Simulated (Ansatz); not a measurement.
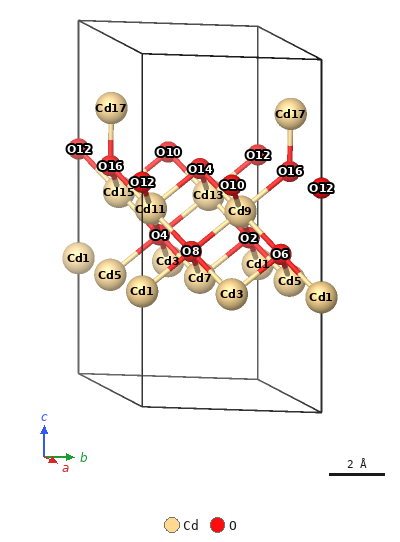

Figure 1. The starting structure (ball-and-stick view of the cell of the calculation, with the vacuum cut short, seen slightly off an axis; atoms are numbered from 1 in the order of the input). An atom can appear more than once, as a periodic image.

## Geometry relaxation, with input and output: Cd₉O₈ (part 1 of 3)

System: Cd₉O₈ (slab, 17 atoms in the cell).
Method: DFT LDA, scalar-relativistic, plane waves, PAW, no spin polarisation (Ansatz 0.2.0).

The structure derives from an entry of the Crystallography Open Database. The input holds or restrains some coordinates. Forces given for the steps count only the free coordinates. It belongs to a series of runs on one base structure; here: start relaxed. Figures and captions count atoms from 1; the log counts them from 0 in places.

**What the program printed**
```
Engine: ansatz 0.2.0, aarch64-unknown-linux-gnu
Pseudopotentials: kind: paw
Pseudopotential: Cd, paw, valence charge 20, recommended cutoff 420 eV (normal), Cd.paw.azcp
Pseudopotential: O, paw, valence charge 6, recommended cutoff 420 eV (normal), O.paw.azcp
Functional definition: SPW92
  exchange = slater_x
  correlation = pw_c
Crystal: 17 atoms, lattice volume = 584.997 Å³
Basis set: ecut = 420 eV, 11439 PW (Γ)
Bands: 137, of which v1, the nominal top of the filled ones, is band 114 counted from 1 (113 counted from 0)
Symmetry: 1 space group operations
Space group: P1 (ITA 1), of the structure as read, at distance tolerance 8.4e-5 Å
k-points: 4
Non-local potential: Cd, projectors of the file, l = 0: 3, l = 1: 2, l = 2: 2, l = 3: 1
Non-local potential: O, projectors of the file, l = 0: 2, l = 1: 2, l = 2: 1
PAW form: soft (Blöchl's): semilocal exchange-correlation on the pseudo side does not see the compensation charge
PAW frozen core: Cd, regenerated for the run's functional, and the local potential with it (the file was generated under x = pbe(κ = 0.804, μ = 0.2195149727645171), c = pbe(β = 0.06672455060314922))
PAW frozen core: O, regenerated for the run's functional, and the local potential with it (the file was generated under x = pbe(κ = 0.804, μ = 0.2195149727645171), c = pbe(β = 0.06672455060314922))
PAW one-centre angular grid: Cd, 590 points (default); XC on 64 Gauss nodes
PAW one-centre angular grid: O, 110 points (default); XC on 64 Gauss nodes
Initial density: superposition of atomic densities (neutral atoms: chi_scale 0, normalization atom), corrected by the library's trained network
Initial wavefunctions: pseudopotential atomic-orbital guess
Functional: x = slater, c = lda
SCF iter   1: F=—  HF=-77486.521542 eV  |F-HF|=—  |Δ(HF+E_count)|=         —  Δρ=2.92e-2  dr2=1.09e1  ethr=1.77e-3  ⟨swp⟩=6.8  Hψ=2054  notcnv=0  defer=47
preconditioner: auto → LDOS  [insulator: Δε(μ)=0.110 eV  Ē_g=11.010 eV  σ=0.050 eV  W_gap=0.50  n_scr=136 (ndim 8)  ℏωp=19.2 eV  f_vac=0.507  D(μ)=14.61/eV (n_scr^D=94)  ε∞_Penn≈4.0  β→1.0]
SCF iter   2: F=—  HF=-77486.209307 eV  |F-HF|=—  |Δ(HF+E_count)|=   3.12e-1  Δρ=2.80e-2  dr2=3.50e0  ethr=1.77e-3  ⟨swp⟩=2.0  Hψ=966  notcnv=0  defer=54
SCF iter   3: F=—  HF=-77485.835705 eV  |F-HF|=—  |Δ(HF+E_count)|=   3.74e-1  Δρ=5.15e-3  dr2=7.19e-2  ethr=1.54e-3  ⟨swp⟩=2.0  Hψ=522  notcnv=0  defer=54
SCF iter   4: F=—  HF=-77485.833726 eV  |F-HF|=—  |Δ(HF+E_count)|=   1.98e-3  Δρ=1.73e-3  dr2=2.45e-2  ethr=3.15e-5  ⟨swp⟩=2.0  Hψ=942  notcnv=0  defer=54
SCF iter   5: F=—  HF=-77485.833651 eV  |F-HF|=—  |Δ(HF+E_count)|=   7.57e-5  Δρ=1.16e-3  dr2=8.87e-3  ethr=1.07e-5  ⟨swp⟩=2.0  Hψ=770  notcnv=0  defer=54
SCF iter   6: F=—  HF=-77485.833320 eV  |F-HF|=—  |Δ(HF+E_count)|=   3.30e-4  Δρ=4.61e-4  dr2=2.15e-3  ethr=3.89e-6  ⟨swp⟩=2.0  Hψ=683  notcnv=0  defer=54
SCF iter   7: F=—  HF=-77485.833112 eV  |F-HF|=—  |Δ(HF+E_count)|=   2.08e-4  Δρ=1.25e-4  dr2=1.05e-4  ethr=9.42e-7  ⟨swp⟩=2.0  Hψ=716  notcnv=0  defer=54
SCF iter   8: F=-77485.833103 eV  HF=-77485.833122 eV  |F-HF|=1.89e-5  |Δ(HF+E_count)|=   9.95e-6  Δρ=6.23e-5  dr2=2.63e-5  ethr=4.39e-8  ⟨swp⟩=3.0  Hψ=2021  notcnv=0
SCF 1 converged in 8 iterations: F = -77485.833103 eV  dr2 = 2.63e-5
  greatest PAW one-centre occupation: 1.000 electrons in one spin orbital (limit 2), on the Cd atom at site 6 (counted from 0), in its partial waves of l = 0
relax step   1: F+E_penalty+E_count = -77485.83310312 eV  Δ(F+E_penalty+E_count) = +0.000e0 eV  max|allowed force component| = 2.490e0 eV/Å  Δτ_max = 0.0000 Å  (8 SCF iters, dr2 threshold 1.00e-4 eV, accepted)
Initial density: handed on by an earlier stage of this run
Initial wavefunctions: those handed on with the density
iter 1 solved again at ethr=1.66e-3 eV; its pass at ethr=3.10e-3 eV (dr2=3.78e0 eV) is discarded
SCF iter   1: F=—  HF=-77488.182441 eV  |F-HF|=—  |Δ(HF+E_count)|=         —  Δρ=2.09e-2  dr2=3.84e0  ethr=1.66e-3  ⟨swp⟩=1.0  Hψ=1994  notcnv=0  defer=24
preconditioner: auto → LDOS  [metal: Δε(μ)=0.140 eV  Ē_g=11.251 eV  σ=0.050 eV  W_gap=0.45  n_scr=136 (ndim 8)  ℏωp=19.2 eV  f_vac=0.510  D(μ)=16.03/eV (n_scr^D=112)  β→1.0]
SCF iter   2: F=—  HF=-77488.702792 eV  |F-HF|=—  |Δ(HF+E_count)|=   5.20e-1  Δρ=1.75e-2  dr2=9.30e0  ethr=1.66e-3  ⟨swp⟩=3.2  Hψ=838  notcnv=0  defer=24  recentre
SCF iter   3: F=—  HF=-77487.887219 eV  |F-HF|=—  |Δ(HF+E_count)|=   8.16e-1  Δρ=1.17e-2  dr2=1.31e0  ethr=1.66e-3  ⟨swp⟩=2.0  Hψ=651  notcnv=0  defer=50
SCF iter   4: F=—  HF=-77487.839346 eV  |F-HF|=—  |Δ(HF+E_count)|=   4.79e-2  Δρ=4.20e-3  dr2=6.07e-1  ethr=5.76e-4  ⟨swp⟩=2.0  Hψ=546  notcnv=0  defer=61
SCF iter   5: F=—  HF=-77487.814090 eV  |F-HF|=—  |Δ(HF+E_count)|=   2.53e-2  Δρ=2.04e-3  dr2=4.45e-2  ethr=2.66e-4  ⟨swp⟩=1.8  Hψ=530  notcnv=0  defer=63
SCF iter   6: F=—  HF=-77487.811443 eV  |F-HF|=—  |Δ(HF+E_count)|=   2.65e-3  Δρ=9.88e-4  dr2=1.11e-2  ethr=1.95e-5  ⟨swp⟩=2.8  Hψ=642  notcnv=0  defer=60
SCF iter   7: F=—  HF=-77487.811016 eV  |F-HF|=—  |Δ(HF+E_count)|=   4.27e-4  Δρ=4.77e-4  dr2=3.09e-3  ethr=4.85e-6  ⟨swp⟩=2.0  Hψ=670  notcnv=0  defer=60
SCF iter   8: F=—  HF=-77487.810833 eV  |F-HF|=—  |Δ(HF+E_count)|=   1.83e-4  Δρ=2.85e-4  dr2=7.25e-4  ethr=1.35e-6  ⟨swp⟩=2.0  Hψ=570  notcnv=0  defer=60
SCF iter   9: F=—  HF=-77487.810757 eV  |F-HF|=—  |Δ(HF+E_count)|=   7.63e-5  Δρ=1.15e-4  dr2=1.18e-4  ethr=3.18e-7  ⟨swp⟩=2.0  Hψ=568  notcnv=0  defer=60
SCF iter  10: F=-77487.810700 eV  HF=-77487.810739 eV  |F-HF|=3.86e-5  |Δ(HF+E_count)|=   1.81e-5  Δρ=4.94e-5  dr2=4.40e-5  ethr=4.39e-8  ⟨swp⟩=3.0  Hψ=1864  notcnv=0
SCF 2 converged in 10 iterations: F = -77487.810700 eV  dr2 = 4.40e-5
  greatest PAW one-centre occupation: 1.000 electrons in one spin orbital (limit 2), on the Cd atom at site 4 (counted from 0), in its partial waves of l = 0
relax step   2: F+E_penalty+E_count = -77487.81070008 eV  Δ(F+E_penalty+E_count) = -1.978e0 eV  max|allowed force component| = 1.433e0 eV/Å  Δτ_max = 0.1963 Å  (10 SCF iters, dr2 threshold 1.00e-4 eV, accepted)
iter 1 solved again at ethr=1.89e-3 eV; its pass at ethr=3.10e-3 eV (dr2=4.31e0 eV) is discarded
SCF iter   1: F=—  HF=-77489.630499 eV  |F-HF|=—  |Δ(HF+E_count)|=         —  Δρ=2.27e-2  dr2=4.30e0  ethr=1.89e-3  ⟨swp⟩=1.0  Hψ=1969  notcnv=0  defer=27
preconditioner: auto → LDOS  [insulator: Δε(μ)=0.158 eV  Ē_g=11.477 eV  σ=0.050 eV  W_gap=0.65  n_scr=136 (ndim 8)  ℏωp=19.2 eV  f_vac=0.520  D(μ)=10.83/eV (n_scr^D=50)  ε∞_Penn≈3.8  β→1.0]
SCF iter   2: F=—  HF=-77489.400136 eV  |F-HF|=—  |Δ(HF+E_count)|=   2.30e-1  Δρ=1.35e-2  dr2=3.78e0  ethr=1.89e-3  ⟨swp⟩=2.0  Hψ=819  notcnv=0  defer=27
SCF iter   3: F=—  HF=-77489.151628 eV  |F-HF|=—  |Δ(HF+E_count)|=   2.49e-1  Δρ=4.03e-3  dr2=1.64e-1  ethr=1.66e-3  ⟨swp⟩=2.0  Hψ=645  notcnv=0  defer=61
SCF iter   4: F=—  HF=-77489.145309 eV  |F-HF|=—  |Δ(HF+E_count)|=   6.32e-3  Δρ=1.65e-3  dr2=4.02e-2  ethr=7.18e-5  ⟨swp⟩=2.5  Hψ=681  notcnv=0  defer=63
SCF iter   5: F=—  HF=-77489.142054 eV  |F-HF|=—  |Δ(HF+E_count)|=   3.26e-3  Δρ=1.00e-3  dr2=7.01e-3  ethr=1.76e-5  ⟨swp⟩=2.0  Hψ=703  notcnv=0  defer=63
[...]
relax step   3: F+E_penalty+E_count = -77489.14074964 eV  Δ(F+E_penalty+E_count) = -1.330e0 eV  max|allowed force component| = 8.945e-1 eV/Å  Δτ_max = 0.1939 Å  (8 SCF iters, dr2 threshold 1.00e-4 eV, accepted)
preconditioner: auto → LDOS  [metal: Δε(μ)=0.095 eV  Ē_g=11.584 eV  σ=0.050 eV  W_gap=0.38  n_scr=136 (ndim 8)  ℏωp=19.2 eV  f_vac=0.531  D(μ)=10.42/eV (n_scr^D=50)  β→1.0]
  greatest PAW one-centre occupation: 1.000 electrons in one spin orbital (limit 2), on the Cd atom at site 16 (counted from 0), in its partial waves of l = 0
relax step   4: F+E_penalty+E_count = -77489.73204902 eV  Δ(F+E_penalty+E_count) = -5.913e-1 eV  max|allowed force component| = 3.726e-1 eV/Å  Δτ_max = 0.1949 Å  (8 SCF iters, dr2 threshold 1.00e-4 eV, accepted)
preconditioner: auto → LDOS  [metal: Δε(μ)=0.129 eV  Ē_g=11.688 eV  σ=0.050 eV  W_gap=0.44  n_scr=136 (ndim 8)  ℏωp=19.2 eV  f_vac=0.538  D(μ)=10.63/eV (n_scr^D=50)  β→1.0]
  greatest PAW one-centre occupation: 1.000 electrons in one spin orbital (limit 2), on the Cd atom at site 12 (counted from 0), in its partial waves of l = 0
relax step   5: F+E_penalty+E_count = -77489.88532953 eV  Δ(F+E_penalty+E_count) = -1.533e-1 eV  max|allowed force component| = 3.470e-1 eV/Å  Δτ_max = 0.2000 Å  (9 SCF iters, dr2 threshold 2.41e-5 eV, accepted)
preconditioner: auto → LDOS  [metal: Δε(μ)=0.086 eV  Ē_g=11.680 eV  σ=0.050 eV  W_gap=0.35  n_scr=136 (ndim 8)  ℏωp=19.2 eV  f_vac=0.538  D(μ)=12.67/eV (n_scr^D=68)  β→1.0]
relax step   6: F+E_penalty+E_count = -77489.95292004 eV  Δ(F+E_penalty+E_count) = -6.759e-2 eV  max|allowed force component| = 1.568e-1 eV/Å  Δτ_max = 0.1945 Å  (8 SCF iters, dr2 threshold 2.09e-5 eV, accepted)
preconditioner: auto → LDOS  [metal: Δε(μ)=0.042 eV  Ē_g=11.645 eV  σ=0.050 eV  W_gap=0.21  n_scr=136 (ndim 8)  ℏωp=19.2 eV  f_vac=0.539  D(μ)=14.51/eV (n_scr^D=94)  β→1.0]
relax step   7: F+E_penalty+E_count = -77490.02919568 eV  Δ(F+E_penalty+E_count) = -7.628e-2 eV  max|allowed force component| = 3.311e-1 eV/Å  Δτ_max = 0.1961 Å  (11 SCF iters, accepted)
preconditioner: auto → LDOS  [metal: Δε(μ)=0.072 eV  Ē_g=11.645 eV  σ=0.050 eV  W_gap=0.34  n_scr=136 (ndim 8)  ℏωp=19.2 eV  f_vac=0.540  D(μ)=14.84/eV (n_scr^D=94)  β→1.0]
relax step   8: F+E_penalty+E_count = -77490.16459397 eV  Δ(F+E_penalty+E_count) = -1.354e-1 eV  max|allowed force component| = 5.579e-1 eV/Å  Δτ_max = 0.1968 Å  (8 SCF iters, dr2 threshold 2.24e-5 eV, accepted)
preconditioner: auto → LDOS  [metal: Δε(μ)=0.038 eV  Ē_g=11.648 eV  σ=0.050 eV  W_gap=0.18  n_scr=136 (ndim 8)  ℏωp=19.2 eV  f_vac=0.541  D(μ)=14.17/eV (n_scr^D=94)  β→1.0]
relax step   9: F+E_penalty+E_count = -77490.38996753 eV  Δ(F+E_penalty+E_count) = -2.254e-1 eV  max|allowed force component| = 8.108e-1 eV/Å  Δτ_max = 0.1963 Å  (6 SCF iters, dr2 threshold 1.00e-4 eV, accepted)
preconditioner: auto → LDOS  [metal: Δε(μ)=0.043 eV  Ē_g=11.657 eV  σ=0.050 eV  W_gap=0.21  n_scr=136 (ndim 8)  ℏωp=19.2 eV  f_vac=0.542  D(μ)=12.79/eV (n_scr^D=80)  β→1.0]
relax step  10: F+E_penalty+E_count = -77490.71692683 eV  Δ(F+E_penalty+E_count) = -3.270e-1 eV  max|allowed force component| = 9.868e-1 eV/Å  Δτ_max = 0.1950 Å  (7 SCF iters, dr2 threshold 1.00e-4 eV, accepted)
preconditioner: auto → LDOS  [metal: Δε(μ)=0.066 eV  Ē_g=11.677 eV  σ=0.050 eV  W_gap=0.31  n_scr=136 (ndim 8)  ℏωp=19.2 eV  f_vac=0.544  D(μ)=11.88/eV (n_scr^D=56)  β→1.0]
relax step  11: F+E_penalty+E_count = -77491.06486384 eV  Δ(F+E_penalty+E_count) = -3.479e-1 eV  max|allowed force component| = 4.909e-1 eV/Å  Δτ_max = 0.1950 Å  (8 SCF iters, dr2 threshold 1.00e-4 eV, accepted)
preconditioner: auto → LDOS  [metal: Δε(μ)=0.075 eV  Ē_g=11.692 eV  σ=0.050 eV  W_gap=0.36  n_scr=136 (ndim 8)  ℏωp=19.2 eV  f_vac=0.546  D(μ)=10.98/eV (n_scr^D=50)  β→1.0]
  greatest PAW one-centre occupation: 1.000 electrons in one spin orbital (limit 2), on the Cd atom at site 2 (counted from 0), in its partial waves of l = 0
relax step  12: F+E_penalty+E_count = -77491.20399696 eV  Δ(F+E_penalty+E_count) = -1.391e-1 eV  max|allowed force component| = 1.256e0 eV/Å  Δτ_max = 0.1989 Å  (8 SCF iters, dr2 threshold 5.96e-5 eV, accepted)
preconditioner: auto → LDOS  [metal: Δε(μ)=0.048 eV  Ē_g=11.710 eV  σ=0.050 eV  W_gap=0.23  n_scr=136 (ndim 8)  ℏωp=19.2 eV  f_vac=0.543  D(μ)=11.56/eV (n_scr^D=56)  β→1.0]
relax step  13: F+E_penalty+E_count = -77491.37771829 eV  Δ(F+E_penalty+E_count) = -1.737e-1 eV  max|allowed force component| = 3.128e-1 eV/Å  Δτ_max = 0.1931 Å  (7 SCF iters, dr2 threshold 1.00e-4 eV, accepted)
preconditioner: auto → LDOS  [metal: Δε(μ)=0.027 eV  Ē_g=11.722 eV  σ=0.050 eV  W_gap=0.13  n_scr=136 (ndim 8)  ℏωp=19.2 eV  f_vac=0.543  D(μ)=11.44/eV (n_scr^D=56)  β→1.0]
relax step  14: F+E_penalty+E_count = -77491.48728332 eV  Δ(F+E_penalty+E_count) = -1.096e-1 eV  max|allowed force component| = 2.497e-1 eV/Å  Δτ_max = 0.2000 Å  (12 SCF iters, accepted)
preconditioner: auto → LDOS  [metal: Δε(μ)=0.057 eV  Ē_g=11.774 eV  σ=0.050 eV  W_gap=0.26  n_scr=136 (ndim 8)  ℏωp=19.2 eV  f_vac=0.542  D(μ)=11.08/eV (n_scr^D=50)  β→1.0]
relax step  15: F+E_penalty+E_count = -77491.63503303 eV  Δ(F+E_penalty+E_count) = -1.477e-1 eV  max|allowed force component| = 3.430e-1 eV/Å  Δτ_max = 0.1983 Å  (12 SCF iters, accepted)
preconditioner: auto → LDOS  [metal: Δε(μ)=0.065 eV  Ē_g=11.789 eV  σ=0.050 eV  W_gap=0.30  n_scr=136 (ndim 8)  ℏωp=19.2 eV  f_vac=0.542  D(μ)=10.54/eV (n_scr^D=50)  β→1.0]
relax step  16: F+E_penalty+E_count = -77491.71343681 eV  Δ(F+E_penalty+E_count) = -7.840e-2 eV  max|allowed force component| = 6.971e-1 eV/Å  Δτ_max = 0.2000 Å  (6 SCF iters, dr2 threshold 7.50e-5 eV, accepted)
preconditioner: auto → LDOS  [metal: Δε(μ)=0.094 eV  Ē_g=11.775 eV  σ=0.050 eV  W_gap=0.44  n_scr=136 (ndim 8)  ℏωp=19.2 eV  f_vac=0.542  D(μ)=8.23/eV (n_scr^D=36)  β→1.0]
relax step  17: F+E_penalty+E_count = -77491.93777498 eV  Δ(F+E_penalty+E_count) = -2.243e-1 eV  max|allowed force component| = 5.700e-1 eV/Å  Δτ_max = 0.2000 Å  (7 SCF iters, dr2 threshold 1.00e-4 eV, accepted)
preconditioner: auto → LDOS  [insulator: Δε(μ)=0.239 eV  Ē_g=11.755 eV  σ=0.050 eV  W_gap=0.83  n_scr=136 (ndim 8)  ℏωp=19.2 eV  f_vac=0.541  D(μ)=3.29/eV (n_scr^D=4)  ε∞_Penn≈3.7  β→1.0]
relax step  18: F+E_penalty+E_count = -77492.14477240 eV  Δ(F+E_penalty+E_count) = -2.070e-1 eV  max|allowed force component| = 2.720e-1 eV/Å  Δτ_max = 0.1954 Å  (6 SCF iters, dr2 threshold 1.00e-4 eV, accepted)
preconditioner: auto → LDOS  [insulator: Δε(μ)=0.305 eV  Ē_g=11.711 eV  σ=0.050 eV  W_gap=0.91  n_scr=136 (ndim 8)  ℏωp=19.2 eV  f_vac=0.538  D(μ)=1.97/eV (n_scr^D=2)  ε∞_Penn≈3.7  β→1.0]
relax step  19: F+E_penalty+E_count = -77492.23660980 eV  Δ(F+E_penalty+E_count) = -9.184e-2 eV  max|allowed force component| = 1.276e-1 eV/Å  Δτ_max = 0.2000 Å  (6 SCF iters, dr2 threshold 1.68e-5 eV, accepted)
preconditioner: auto → LDOS  [insulator: Δε(μ)=0.394 eV  Ē_g=11.696 eV  σ=0.050 eV  W_gap=0.96  n_scr=136 (ndim 8)  ℏωp=19.2 eV  f_vac=0.536  D(μ)=1.03/eV (n_scr^D=2)  ε∞_Penn≈3.7  β→1.0]
relax step  20: F+E_penalty+E_count = -77492.28483657 eV  Δ(F+E_penalty+E_count) = -4.823e-2 eV  max|allowed force component| = 5.964e-2 eV/Å  Δτ_max = 0.2000 Å  (10 SCF iters, accepted)
preconditioner: auto → LDOS  [insulator: Δε(μ)=0.421 eV  Ē_g=11.673 eV  σ=0.050 eV  W_gap=0.97  n_scr=136 (ndim 8)  ℏωp=19.2 eV  f_vac=0.535  D(μ)=0.83/eV (n_scr^D=2)  ε∞_Penn≈3.7  β→1.0]
relax step  21: F+E_penalty+E_count = -77492.28896977 eV  Δ(F+E_penalty+E_count) = -4.133e-3 eV  max|allowed force component| = 1.266e-1 eV/Å  Δτ_max = 0.1359 Å  (9 SCF iters, accepted)
preconditioner: auto → LDOS  [insulator: Δε(μ)=0.426 eV  Ē_g=11.686 eV  σ=0.050 eV  W_gap=0.97  n_scr=136 (ndim 8)  ℏωp=19.2 eV  f_vac=0.535  D(μ)=0.78/eV (n_scr^D=2)  ε∞_Penn≈3.7  β→1.0]
relax step  22: F+E_penalty+E_count = -77492.29009766 eV  Δ(F+E_penalty+E_count) = -1.128e-3 eV  max|allowed force component| = 1.222e-1 eV/Å  Δτ_max = 0.0373 Å  (8 SCF iters, accepted)
preconditioner: auto → LDOS  [insulator: Δε(μ)=0.426 eV  Ē_g=11.684 eV  σ=0.050 eV  W_gap=0.97  n_scr=136 (ndim 8)  ℏωp=19.2 eV  f_vac=0.536  D(μ)=0.80/eV (n_scr^D=2)  ε∞_Penn≈3.7  β→1.0]
relax step  23: F+E_penalty+E_count = -77492.29348992 eV  Δ(F+E_penalty+E_count) = -3.392e-3 eV  max|allowed force component| = 8.519e-3 eV/Å  Δτ_max = 0.0307 Å  (5 SCF iters, dr2 threshold 1.39e-5 eV, accepted)
preconditioner: auto → LDOS  [insulator: Δε(μ)=0.425 eV  Ē_g=11.683 eV  σ=0.050 eV  W_gap=0.97  n_scr=136 (ndim 8)  ℏωp=19.2 eV  f_vac=0.535  D(μ)=0.83/eV (n_scr^D=2)  ε∞_Penn≈3.7  β→1.0]
relax step  24: F+E_penalty+E_count = -77492.29349071 eV  Δ(F+E_penalty+E_count) = -7.832e-7 eV  max|allowed force component| = 8.546e-3 eV/Å  Δτ_max = 0.0000 Å  (4 SCF iters, accepted)
```

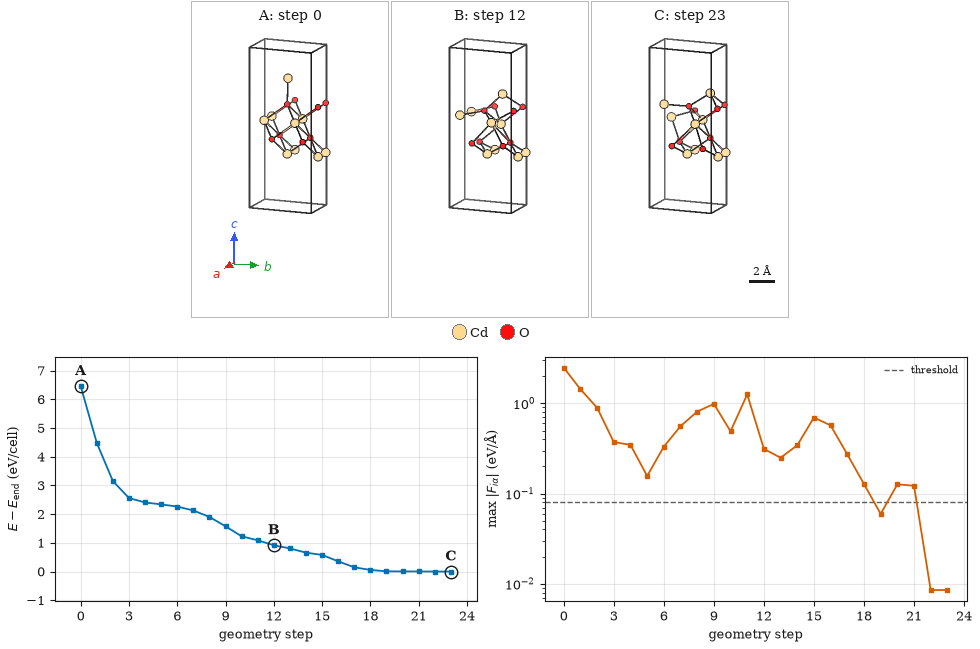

Figure 2. Frames of the restrained relaxation (ball-and-stick view of the cell of the calculation, with the vacuum cut short (origin shifted), seen slightly off an axis) above the curves, on which the letters mark them (the first geometry is step 0 here and step 1 in the log).
